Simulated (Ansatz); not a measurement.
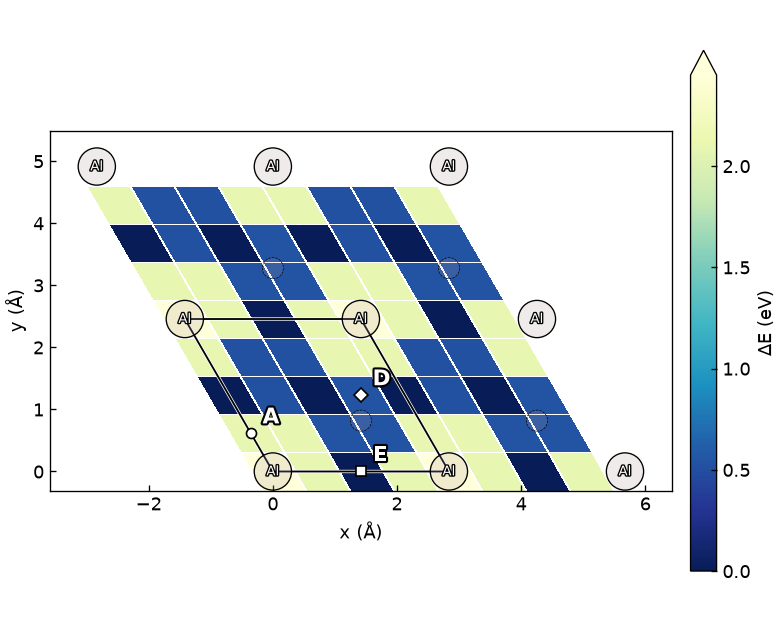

N on an Al(001) slab cut from the P6_3/mmc phase (9 atoms of substrate and one adsorbate in a 1 × 1 cell). 
- One N atom a 1 × 1 cell is placed over a mesh of places on the rigid (0 0 1) surface, and only its height is relaxed.
- Places are given modulo a cell vector. The map is drawn in real space over the plane of the surface.
- The scan uses a 4 × 4 grid.
- Energies: eV, counted from the lowest grid point.
- This mesh misses the points at thirds of the hexagonal cell. With one adsorbate in each 1 × 1 cell, its nearest image is 2.8 Å away, so neighbouring adsorbates interact.
- Level of theory: Ansatz 0.2.0, DFT PBEsol, scalar-relativistic, plane waves, PAW.

Drawn: one coloured cell a grid point, labelled circles for the atoms of the top layer and small ones for the second layer, the outline of one cell of the 2 × 2 shown, one colour for all values above the top of the scale, lettered points.

Q: Is A the lowest point of the computed grid?

A: No. A lies 2.09 eV above the lowest grid point, which is at a bridge site between two Al atoms, (0/4, 2/4) of the cell vectors.

Q: Rank the lettered points by energy, lowest first.

A: E (0.00 eV), D (0.54 eV), A (2.09 eV).
